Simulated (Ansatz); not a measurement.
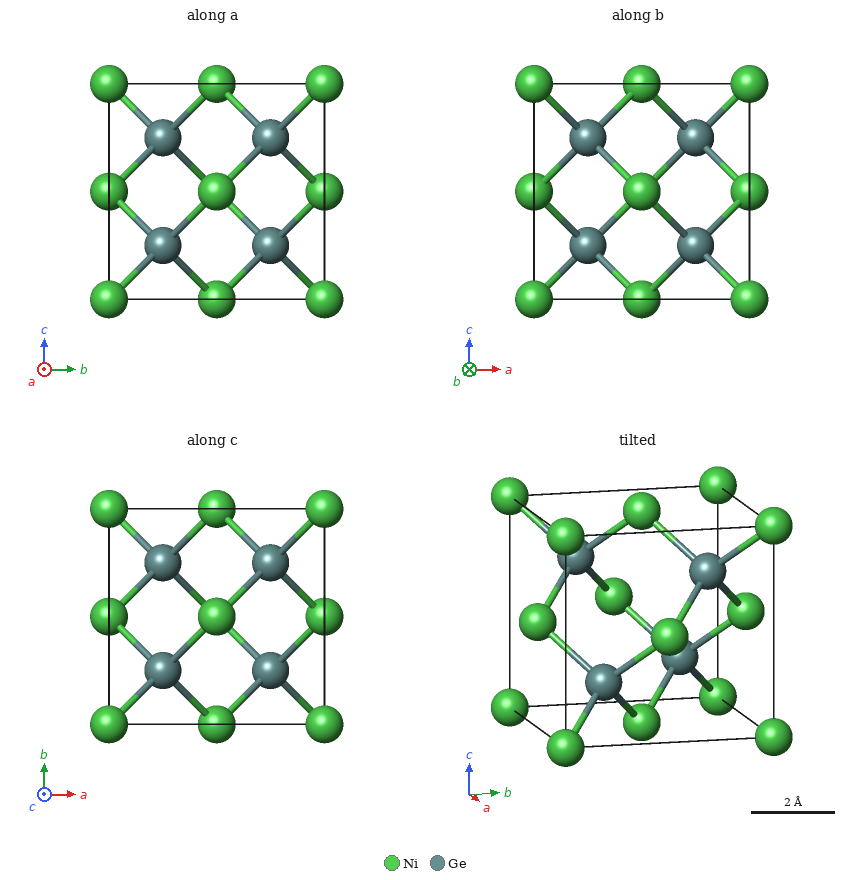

Ball-and-stick representation of a periodic structure, projected along the a axis, along the b axis, along the c axis and slightly off an axis. One conventional unit cell is framed, with atoms on its boundary repeated.

Lattice parameters: a = 5.2421 Å, b = 5.2421 Å, c = 5.2421 Å, α = 90.000°, β = 90.000°, γ = 90.000°.

### Write down what is shown as a CIF with its space group and independent sites.

```cif
data_structure
_symmetry_space_group_name_H-M 'F -4 3 m'
_symmetry_Int_Tables_number 216
_cell_length_a 5.2421
_cell_length_b 5.2421
_cell_length_c 5.2421
_cell_angle_alpha 90.000
_cell_angle_beta 90.000
_cell_angle_gamma 90.000
_cell_volume 144.05
loop_
_atom_site_label
_atom_site_type_symbol
_atom_site_symmetry_multiplicity
_atom_site_Wyckoff_symbol
_atom_site_fract_x
_atom_site_fract_y
_atom_site_fract_z
_atom_site_occupancy
Ni1 Ni 4 a 0.0000 0.0000 0.0000 1
Ge1 Ge 4 d 0.2500 0.2500 0.7500 1
```

The starting point was a structure type filled with these elements by a generator (whether the compound takes this form wasn't checked). Earlier steps of the study, as a rule a relaxation of our own, may have changed the cell and positions, so they can lie some per cent off the listed ones. A calculation with Ansatz used it as input.
